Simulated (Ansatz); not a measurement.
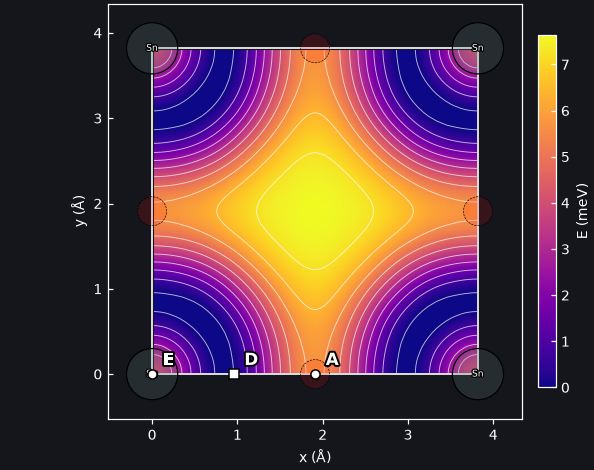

H on a two-dimensional sheet of SnO (4 atoms of substrate and one adsorbate in a 1 × 1 cell). H is moved over the surface cell at a fixed height above a rigid substrate; the origin of the map has the adsorbate above Sn4; the height is held at 2.80 Å. Places are given modulo a cell vector. The map is drawn in real space over the plane of the surface. The grid has 8 × 8 points; 15 points were computed and 49 follow by symmetry. Energies: meV, counted from the lowest grid point. With one adsorbate in each 1 × 1 cell, its nearest image is 3.8 Å away, so neighbouring adsorbates interact. At a fixed height the lowest place need not be the adsorption site. Level of theory: DFT PBE+D3(BJ), scalar-relativistic, plane waves, PAW in Ansatz. Settings: cutoff 420 eV, k-mesh 7×7×1, gaussian smearing 0.05 eV, spin-polarised.

Drawn: a smooth colour map with a few white contour lines, labelled circles for the atoms of the top layer and small ones for the second layer, the outline of one cell of the plane, lettered points. Between grid points the surface is interpolated.

Question: Is A the lowest point of the computed grid?

Answer: No. A lies 5.7 meV above the lowest grid point, which is at (0/8, 2/8) of the cell vectors [nearest 1 Sn at 2.96 Å].

Question: What kind of point is each of A, D, E: minimum, saddle, maximum or slope?

Answer: A: saddle point; D: minimum; E: maximum. (In these two coordinates alone; a stationary point may lie a little off the grid point.)

Question: Rank the lettered points by energy, lowest first.

Answer: D (0.0 meV), E (3.9 meV), A (5.7 meV).

PAW datasets: the set soft_1.
